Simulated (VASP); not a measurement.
Consider PbSe.

```xyz
8
Lattice="4.1916 0.0000 0.0000 0.0000 11.9316 0.0000 0.0000 0.0000 4.3285" Properties=species:S:1:pos:R:3 pbc="T T T"
Pb    0.0000    4.3937    3.2464
Pb    2.0958   10.3595    3.2464
Pb    0.0000    7.5379    1.0821
Pb    2.0958    1.5721    1.0821
Se    0.0000    1.6550    3.2464
Se    2.0958    7.6208    3.2464
Se    0.0000   10.2766    1.0821
Se    2.0958    4.3108    1.0821
```

Space group Cmcm; a structure from a database of computed crystals, not necessarily the ambient phase; not relaxed (largest force 0.4 eV/Å).

All numbers below come from Kohn-Sham DFT of a periodic cell, LDA, VASP PAW LDA potentials, recommended in VASP.

What will maps of the valence pseudo-density and electron localisation function show?

Pb–Se (3.01 Å): ρ at the midpoint is about 0.23 e/Å³; the ELF is about 0.30 at the midpoint.

Does the calculation make it a metal, or give it a gap?

It is gapped, with a Kohn–Sham gap of 0.99 eV on the k-point mesh, an upper bound to the gap of this method.

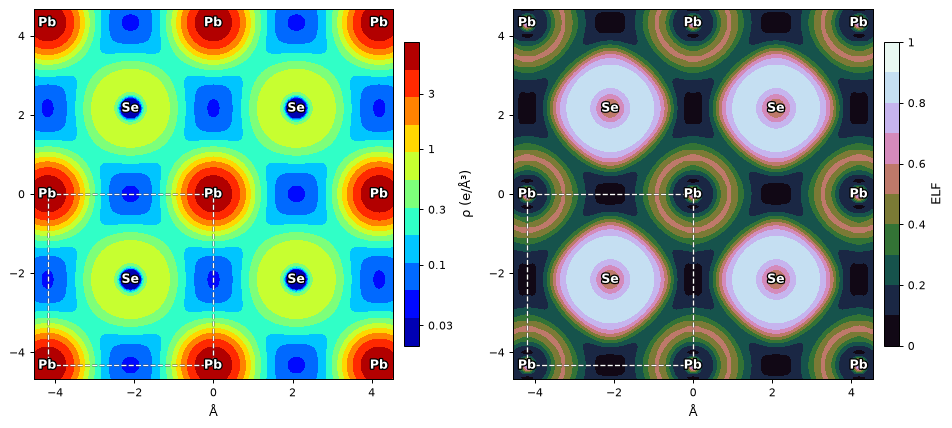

Computed valence pseudo-density and electron localisation function on the (010) plane of the conventional cell, in this order. 
